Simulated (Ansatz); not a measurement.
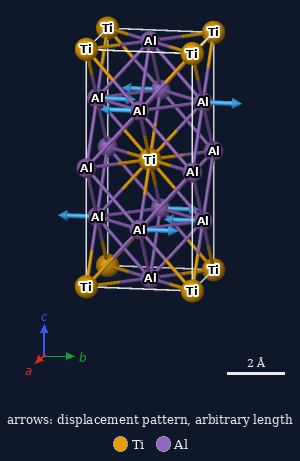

Phonons of a crystal of TiAl$_{3}$, space group I4/mmm (No. 139), at the zone centre. The optical levels lie at 196, 220 (×2), 253, 319, 331 (×2), 342 (×2) cm⁻¹. One mode is drawn. The blue arrows are the displacements of the atoms (eigenvector over the root of the mass), of arbitrary overall length and sign. A ball-and-stick model of the conventional cell (2 times the calculation's cell), seen slightly off an axis. Lengths and directions refer to the drawn axes.

Theory: DFT PBE, scalar-relativistic, plane waves, PAW (Ansatz 0.2.0). (plane-wave cutoff 420 eV; k-point mesh 18 × 18 × 18; occupations gaussian; smearing width 0.15 eV; no spin polarisation)

> To which level does it belong?

The level at 331 cm⁻¹. This is the E_g mode (doubly degenerate; one member of the set is drawn), optical level 5 of 6, counted from below, Raman-active by symmetry. The Ti and Al (2b) atoms stay at rest; all motion is along b; atoms of one kind move against one another, with no net shift of their sublattice.
